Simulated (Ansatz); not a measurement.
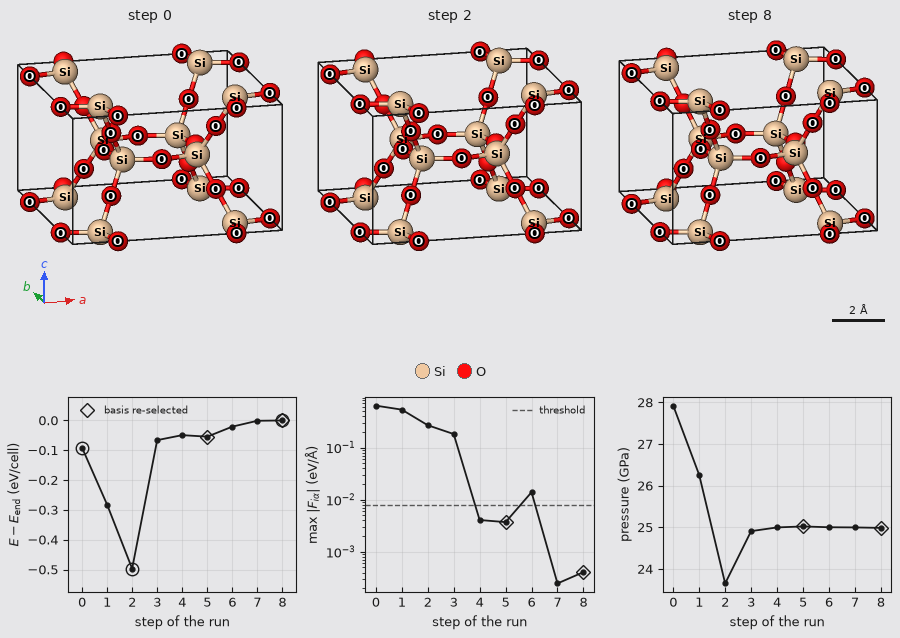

Frames of a relaxation of solid SiO2 (set up in I4/mmm), marked on the history of the run. The picture is a ball-and-stick view of the conventional cell (2 times the calculation's cell), seen slightly off an axis. Lengths and directions refer to the drawn axes.

Case: relaxed at 25 GPa.

All numbers below come from DFT PBE, scalar-relativistic, plane waves, PAW (Ansatz). Settings: plane-wave cutoff 420 eV; k-point mesh 6 × 6 × 6; occupations gaussian; smearing width 0.02 eV; target pressure 25 GPa; no spin polarisation; cell and atoms relaxed; force threshold 0.008 eV/Å; at most 50 steps.

Question: Describe the path.

Answer: The largest moves relative to the cell, 0.12 Å, are those of O atoms. By element the largest moves are O 0.12 Å, Si 0.04 Å. Cell: a = b 8.470 → 8.269 Å (−2.4 %), c 5.090 → 5.294 Å (+4.0 %). Volume −0.9 %. Among the contacts that change: O–Si 1.546 → 1.559 Å, O–Si 1.535 → 1.544 Å. Among the angles between lasting bonds that change: O–Si–O 112.0° → 117.9°, O–Si–O 114.7° → 120.5°, Si–O–Si 155.3° → 149.5°. The space group stays I4/mmm (No. 139). The energy rises by 91.3 meV per cell of the calculation in 6 accepted moves (8 points after the start). With the target pressure of 25 GPa, the enthalpy E + pV changes by −0.159 eV per cell of the calculation. The largest force component goes from 0.64 to 0.00041 eV/Å. Pressure: 27.92 GPa at the start and 24.99 GPa at the end. At 2 points the geometry stayed and the basis and grid were re-selected for the new cell (energy shift of 5.1 meV per cell of the calculation at most each time). Cost: 61 s on 2 threads of Intel(R) Xeon(R) CPU @ 2.60GHz (Ice Lake) (shared host), peak memory 0.61 GiB. From step 0 to 2: O atoms move most (0.04 Å), volume +1.1 %, energy −0.405 eV per cell of the calculation. From step 2 to 8: O atoms move most (0.08 Å), volume −2.0 %, energy +0.497 eV per cell of the calculation.

| step | E − E(0), meV/atom | largest force component, eV/Å | pressure, GPa | volume, Å³/atom | note |
| --- | --- | --- | --- | --- | --- |
| 0 | 0.00 | 0.6359 | 27.92 | 15.215 |  |
| 1 | -15.90 | 0.5329 | 26.26 | 15.300 |  |
| 2 | -33.79 | 0.2677 | 23.65 | 15.384 |  |
| 3 | 2.11 | 0.1814 | 24.91 | 15.123 |  |
| 4 | 3.51 | 0.0041 | 25.00 | 15.111 |  |
| 5 | 3.08 | 0.0037 | 25.02 | 15.111 | same geometry, new basis |
| 6 | 5.88 | 0.0139 | 25.00 | 15.092 |  |
| 7 | 7.52 | 0.0002 | 25.00 | 15.081 |  |
| 8 | 7.61 | 0.0004 | 24.99 | 15.081 | same geometry, new basis |
